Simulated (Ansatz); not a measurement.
**ZrO: a changed input and its effect**

System: ZrO (4 atoms in the cell).
Method of the first run: DFT PBE, scalar-relativistic, plane waves, PAW, spin-polarised (Ansatz 0.2.0).

The structure was made by a generator, so it may or may not be a known phase. Text and figures count atoms from 1; the logs count them from 0 in places.

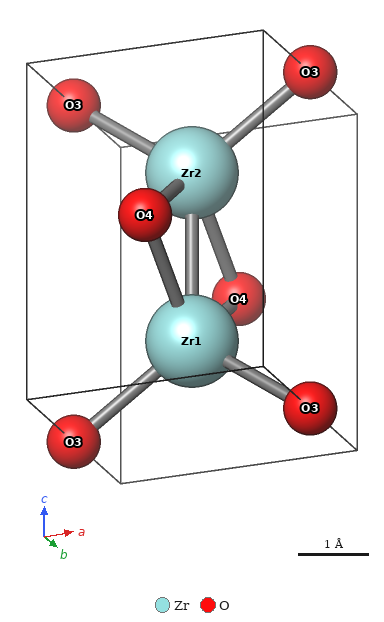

The input geometry (ball-and-stick view of the cell of the calculation, seen at an oblique angle; atoms are numbered from 1 in the order of the input). Near neighbours in the crystal (not all of them lie inside the picture): Zr has 4 O at 2.24 Å and 2 Zr at 2.59 Å; O has 4 Zr at 2.24 Å.

**Input, the first run**
```yaml
crystal:
  lattice:
    - [3.66443666, 0.0, 0.0]
    - [0.0, 3.66443666, 0.0]
    - [0.0, 0.0, 5.18229602]
  atoms:
    - { symbol: Zr, position: [0.5, 0.5, 0.25], spin: 1.0 }
    - { symbol: Zr, position: [0.5, 0.5, 0.75], spin: 1.0 }
    - { symbol: O, position: [0.0, 0.5, 0.0] }
    - { symbol: O, position: [0.5, 0.0, 0.5] }
basis:
  ecutwfc: 420
kpoints:
  mp_grid: { grid: [6, 6, 4] }
hamiltonian:
  xc: pbe
scf:
  occupations: { method: gaussian, width: 0.1 }
  lower_state_search: "off"
output:
  forces: true
  stress: true
  eigenvalues: true
  populations: true
magnetization:
  spin_polarized: true
```

Launched with:
```bash
ansatz run input.yaml --threads 1 --pin off --max-ram 2048MiB --backend cpu --events-out ev --progress --plain --runs-dir out
```

Hardware: 1 thread of Intel Xeon (Granite Rapids), 64 GiB of memory available, shared host.

**Output, shortened to warnings, some set-up lines, iterations and results (the first run)**
```
WARN: the starting moments were not kept: the SCF closed with an absolute magnetisation of 1.0e-6 μB, where they sum to 2 μB in size (2 sites). That is at most 0.1 of that sum. Measured as dr2_m measures the in/out step, that magnetisation stands 9.8e-14 eV from none, at or under the dr2_threshold of 1.0e-7 eV: it is no larger than a step whose dr2_m would equal this threshold. The system may …
Basis set: ecut = 420 eV, 1337 PW (Γ), exchange–correlation on 50×50×72 points (8 copies of the dense FFT grid, shifted against one another)
Symmetry: 16 space group operations
k-points: 30 of 144
Initial density: superposition of atomic densities (chi_scale 0.1, normalization cell, long waves kept (reshape's long-wave potential 0.00 eV rms))
[...]
SCF iter   1: F=—  HF=-9506.826384 eV  |F-HF|=—  |Δ(HF+E_count)|=         —  Δρ=7.28e-2 (↑5.85e-2 ↓7.28e-2)  dr2=1.31e1  dr2_m=4.05e-1  M=0.808 μB ∫|m|=0.878 μB  β_m=0.30  …
SCF iter   2: F=—  HF=-9504.926249 eV  |F-HF|=—  |Δ(HF+E_count)|=    1.90e0  Δρ=3.54e-2 (↑2.26e-2 ↓3.54e-2)  dr2=2.77e0  dr2_m=2.24e-1  M=0.826 μB ∫|m|=0.840 μB  β_m=0.30  …
SCF iter   3: F=—  HF=-9504.521272 eV  |F-HF|=—  |Δ(HF+E_count)|=   4.05e-1  Δρ=2.37e-2 (↑1.65e-2 ↓2.37e-2)  dr2=1.12e0  dr2_m=1.42e-1  M=0.706 μB ∫|m|=0.711 μB  β_m=0.30  …
SCF iter   4: F=—  HF=-9504.238082 eV  |F-HF|=—  |Δ(HF+E_count)|=   2.83e-1  Δρ=1.48e-2 (↑1.48e-2 ↓1.01e-2)  dr2=8.95e-2  dr2_m=8.40e-2  M=0.669 μB ∫|m|=0.669 μB  β_m=0.30  …
SCF iter   5: F=—  HF=-9504.256689 eV  |F-HF|=—  |Δ(HF+E_count)|=   1.86e-2  Δρ=1.00e-2 (↑1.00e-2 ↓8.40e-3)  dr2=4.51e-2  dr2_m=4.66e-2  M=0.633 μB ∫|m|=0.633 μB  β_m=0.30  …
[... 14 lines ...]
SCF iter  20: F=—  HF=-9504.297830 eV  |F-HF|=—  |Δ(HF+E_count)|=   6.06e-7  Δρ=1.34e-5 (↑1.34e-5 ↓1.13e-5)  dr2=1.68e-7  dr2_m=6.35e-8  M=0.003 μB ∫|m|=0.003 μB  β_m=0.98  …
SCF iter  21: F=-9504.297830 eV  HF=-9504.297830 eV  |F-HF|=3.55e-9  |Δ(HF+E_count)|=   3.91e-7  Δρ=3.29e-6 (↑3.29e-6 ↓2.68e-6)  dr2=1.08e-8  dr2_m=3.56e-9  M=0.001 μB …
SCF iter  22: F=-9504.297830 eV  HF=-9504.297830 eV  |F-HF|=1.09e-10  |Δ(HF+E_count)|=   2.21e-8  Δρ=4.09e-7 (↑4.09e-7 ↓3.11e-7)  dr2=2.06e-10  dr2_m=4.31e-11  M=0.000 μB …
SCF iter  23: F=-9504.297830 eV  HF=-9504.297830 eV  |F-HF|=0.00e0  |Δ(HF+E_count)|=  2.02e-10  Δρ=2.36e-8 (↑2.36e-8 ↓1.25e-8)  dr2=6.84e-13  dr2_m=1.06e-13  M=0.000 μB …
SCF 1 converged in 23 iterations: F = -9504.297830 eV  dr2 = 6.84e-13
SCF converged after 23 iterations
Magnetization: 0.0000 μB (18.0000 up, 18.0000 down)
Absolute magnetization: 0.0000 μB (∫|ρ↑−ρ↓|, with the PAW one-centre terms)
Spin contamination: 0.0000 ħ² per cell (⟨S²⟩ above its minimum at these occupations)
Per-site moments (μB) at R_I (Å): [(9.583565830431231e-8, 0.9256500010312251), (9.583565833344101e-8, 0.9256500010312249), (1.1068881267309783e-7, 0.9256500010312249), (1.1068881250917591e-7, 0.9256500010312251)]
Free energy (F): -9504.297830 eV
Harris-Foulkes:  -9504.297830 eV  (|F-HF|=0.00e0)
Internal energy: -9504.283369 eV  (E = F + TS)
E sigma→0 (E₀):  -9504.290600 eV
Entropy (-TS):   -0.014461 eV (-3.615 meV/atom)
Fermi energy:    11.140419 eV
--- Per-component energies (eV) ---
  E_band       = -277.356559
  E_kinetic    = 1018.073793
  E_local      = -2403.195254  (includes V_loc(G=0)·N_el)
  E_nonlocal   = 255.693966
  E_hartree    = 826.753289
  E_xc         = -470.944279
  E_vxc        = -570.283937  (∫ρ·V_xc dr)
  E_paw        = -6223.571751  (= ΣΔE_a)
  E_vpaw       = -231.156477  (= ΣTr[D̂ρ^β])
  E_aug_tail   = 0.004755  (compensation charges beyond the density's cutoff)
  E_ewald      = -2507.097886
  E_smearing   = -0.014461  (= −TS)
  E_closure    = -0.000000  (closes the sum)
  Σ components = -9504.297830   (vs F -9504.297830, Δ=0.00e0)
--- Forces (eV/Å), atoms counted from 1 ---
  atom   1  Zr     0.00000000     0.00000000     0.00000000
  atom   2  Zr    -0.00000000     0.00000000    -0.00000000
  atom   3  O      0.00000000    -0.00000000     0.00000000
  atom   4  O      0.00000000    -0.00000000    -0.00000000
  max |Σ_I F_I| component: 5.55e-17 eV/Å
--- Stress (GPa, compression-positive) ---
       -9.536399      -0.000000      -0.000000
       -0.000000      -9.536399       0.000000
       -0.000000       0.000000      10.546192
  P = ⅓ Tr σ = -2.8422 GPa (-28.422 kbar)
--- Löwdin populations: 4 sites ---
  site symbol       q [e]    m [muB]
     0     Zr     11.2179     0.0000
     1     Zr     11.2179     0.0000
     2      O      6.6595     0.0000
     3      O      6.6595     0.0000
  spilling = 0.006810 (of n_electrons = 36.000000)
```

The input of the second run differs as follows (lines with − go, lines with + come):
```diff
-    - { symbol: Zr, position: [0.5, 0.5, 0.25], spin: 1.0 }
-    - { symbol: Zr, position: [0.5, 0.5, 0.75], spin: 1.0 }
+    - { symbol: Zr, position: [0.5, 0.5, 0.25] }
+    - { symbol: Zr, position: [0.5, 0.5, 0.75] }
-  populations: true
-magnetization:
-  spin_polarized: true
```

Predict how the results change.

The energy is the same within 0.01 meV per atom. The SCF takes 7 iterations against 23. The two runs start from different initial densities, which also moves the count.

**Output, shortened to warnings, some set-up lines, iterations and results (the second run)**
```
Basis set: ecut = 420 eV, 1337 PW (Γ), exchange–correlation on 50×50×72 points (8 copies of the dense FFT grid, shifted against one another)
Symmetry: 16 space group operations
k-points: 30 of 144
Initial density: superposition of atomic densities (neutral atoms: chi_scale 0, normalization atom), corrected by the library's trained network
[...]
SCF iter   1: F=—  HF=-9504.302760 eV  |F-HF|=—  |Δ(HF+E_count)|=         —  Δρ=7.72e-3  dr2=4.16e-2  ethr=1.77e-3  ⟨swp⟩=4.2  Hψ=2883  notcnv=0
SCF iter   2: F=—  HF=-9504.296138 eV  |F-HF|=—  |Δ(HF+E_count)|=   6.62e-3  Δρ=2.87e-3  dr2=4.88e-3  ethr=1.15e-4  ⟨swp⟩=3.0  Hψ=1467  notcnv=0  defer=1
SCF iter   3: F=—  HF=-9504.297646 eV  |F-HF|=—  |Δ(HF+E_count)|=   1.51e-3  Δρ=1.06e-3  dr2=8.24e-4  ethr=1.36e-5  ⟨swp⟩=2.6  Hψ=1087  notcnv=0  defer=1
SCF iter   4: F=—  HF=-9504.297810 eV  |F-HF|=—  |Δ(HF+E_count)|=   1.64e-4  Δρ=3.65e-4  dr2=6.08e-5  ethr=2.29e-6  ⟨swp⟩=2.7  Hψ=1177  notcnv=0  defer=1
SCF iter   5: F=—  HF=-9504.297825 eV  |F-HF|=—  |Δ(HF+E_count)|=   1.55e-5  Δρ=1.05e-4  dr2=3.82e-6  ethr=1.69e-7  ⟨swp⟩=2.0  Hψ=885  notcnv=0  defer=1
SCF iter   6: F=—  HF=-9504.297830 eV  |F-HF|=—  |Δ(HF+E_count)|=   4.58e-6  Δρ=3.31e-5  dr2=4.21e-7  ethr=1.06e-8  ⟨swp⟩=2.0  Hψ=949  notcnv=0  defer=1
SCF iter   7: F=-9504.297830 eV  HF=-9504.297830 eV  |F-HF|=2.59e-8  |Δ(HF+E_count)|=   3.39e-7  Δρ=6.30e-6  dr2=1.46e-8  ethr=2.78e-10  ⟨swp⟩=5.1  Hψ=2553  notcnv=0
SCF 1 converged in 7 iterations: F = -9504.297830 eV  dr2 = 1.46e-8
SCF converged after 7 iterations
Free energy (F): -9504.297830 eV
Harris-Foulkes:  -9504.297830 eV  (|F-HF|=2.59e-8)
Internal energy: -9504.283369 eV  (E = F + TS)
E sigma→0 (E₀):  -9504.290599 eV
Entropy (-TS):   -0.014462 eV (-3.615 meV/atom)
Fermi energy:    11.140440 eV
--- Per-component energies (eV) ---
  E_band       = -277.355270
  E_kinetic    = 1018.073526
  E_local      = -2403.194215  (includes V_loc(G=0)·N_el)
  E_nonlocal   = 255.693880
  E_hartree    = 826.752506
  E_xc         = -470.944233
  E_vxc        = -570.283874  (∫ρ·V_xc dr)
  E_paw        = -6223.571701  (= ΣΔE_a)
  E_vpaw       = -231.156380  (= ΣTr[D̂ρ^β])
  E_aug_tail   = 0.004755  (compensation charges beyond the density's cutoff)
  E_ewald      = -2507.097886
  E_smearing   = -0.014462  (= −TS)
  E_closure    = 0.000000  (closes the sum)
  Σ components = -9504.297830   (vs F -9504.297830, Δ=0.00e0)
--- Forces (eV/Å), atoms counted from 1 ---
  atom   1  Zr     0.00000000     0.00000000     0.00000000
  atom   2  Zr    -0.00000000     0.00000000    -0.00000000
  atom   3  O      0.00000000     0.00000000    -0.00000000
  atom   4  O      0.00000000    -0.00000000    -0.00000000
  max |Σ_I F_I| component: 2.78e-17 eV/Å
--- Stress (GPa, compression-positive) ---
       -9.536577      -0.000000      -0.000000
       -0.000000      -9.536577       0.000000
       -0.000000       0.000000      10.546653
  P = ⅓ Tr σ = -2.8422 GPa (-28.422 kbar)
```

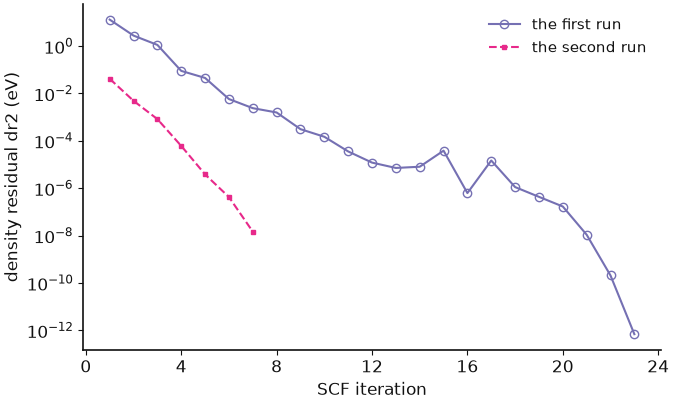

Convergence of the two runs: density residual dr2 against the SCF iteration. The first run takes 23 iterations in all, and the second run takes 7.

**The two runs side by side**

| quantity | the first run | the second run |
| --- | --- | --- |
| outcome | converged | converged |
| free energy per atom (eV) | −2376.0745 | −2376.0745 |
| energy per atom, smearing taken to zero (eV) | −2376.0726 | −2376.0726 |
| gap on the mesh (eV) | 0.00 | 0.00 |
| net moment of the cell (μB) | 0.00 | – |
| absolute moment of the cell (μB) | 0.00 | – |
| pressure (GPa) | −2.84 | −2.84 |
| largest force (eV/Å) | 0.000 | 0.000 |
| SCF iterations | 23 | 7 |
| irreducible k-points | 30 | 30 |
| plane waves at Γ | 1337 | 1337 |
| wall time (shared host) | 6.4 s | 1.6 s |

For the first run: Warnings: some starting moments were not kept.
